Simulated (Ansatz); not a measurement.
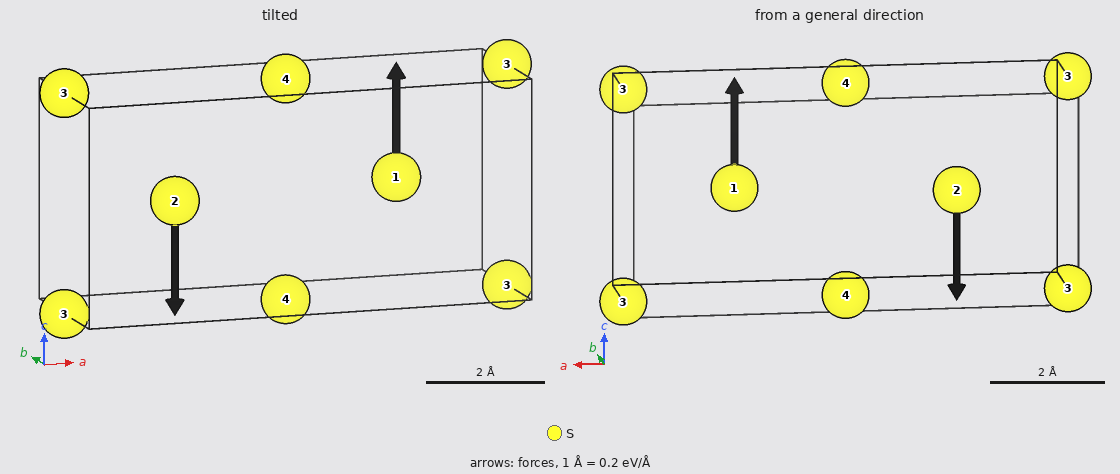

Crystal structure, spheres-only style, seen slightly off an axis and from a general direction. Atoms at the boundary of the simulation cell (the box) are drawn once for each face, edge or corner they touch. The arrows are the computed forces on the atoms.

System: S. Setup: DFT PBE, scalar-relativistic, plane waves, PAW (Ansatz); plane waves up to 420 eV, a 6×16×12 grid in reciprocal space, Gaussian smearing of 0.1 eV, no spin polarisation.

**Judging by the arrows, is the geometry relaxed?**

No. The atoms still feel forces of up to about 0.32 eV/Å, far above a usual threshold of 0.01 to 0.03 eV/Å.

**Where does the largest force act?**

S1 and S2, about 0.32 eV/Å.

It goes back to a structure listed in the Materials Project, with elements exchanged, so it need not be a known form of the compound. The cell was then strained or its atoms displaced on purpose. An electronic-structure calculation with Ansatz was run on it.
